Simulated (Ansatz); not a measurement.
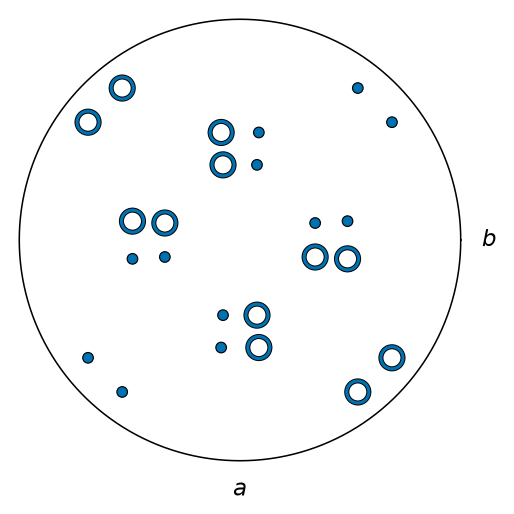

Stereographic projection: filled dots lie in the upper hemisphere, open rings in the lower. The c axis points at the viewer. The poles are all faces of one general form. Computed from the symmetry operations of a computed or model structure of composition SiC.

> Name the crystal class.

-43m (Td), order 24, cubic system: three −4 axes, four threefold axes, six mirror planes.

> Which physical properties does it allow?

It is not centrosymmetric; not polar, but piezoelectricity is allowed; it is not chiral.
